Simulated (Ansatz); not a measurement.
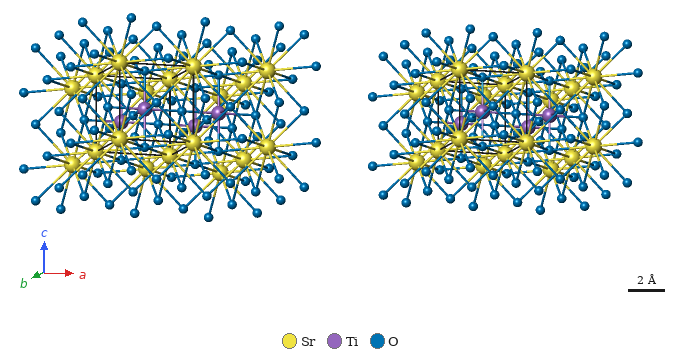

Two geometries of solid SrTiO$_{3}$ (built on the cubic perovskite type), drawn at one scale. One is the start of a relaxation, the other its converged end. Style: ball-and-stick. Shown: the cell of the calculation, repeated 2 × 2 × 1 with one cell outlined, from a free direction.

Method: DFT, PBE, plane waves, PAW (Ansatz). Settings: plane-wave cutoff 420 eV; k-point mesh 6 × 6 × 6; occupations fermi dirac; smearing width 0.02 eV; no spin polarisation; cell and atoms relaxed; force threshold 0.005 eV/Å.

Which one is relaxed?

The right one is the relaxed one. The atoms keep their places relative to the cell (all moves are under 0.005 Å). The volume changes by −25.2 %, with a = b = c 4.336 → 3.936 Å (−9.2 %). Some distances before and after: Sr–Ti 3.755 → 3.409 Å, O–Sr 3.066 → 2.783 Å, O–Ti 2.168 → 1.968 Å. The space group stays Pm-3m (No. 221). Over 5 accepted moves (7 points after the start) the energy falls by 433 meV per atom. All forces vanish by symmetry, so only the cell relaxes. The pressure goes from −25.95 to 0.01 GPa. The SCF was repeated twice at an unchanged geometry on a basis and grid sized afresh for the cell, which shifted the energy by 3.2 meV per atom at most. The run took 10 s on 2 threads of AMD EPYC 7R13 Processor (Zen 3), with other jobs on the host, peak memory 0.52 GiB.
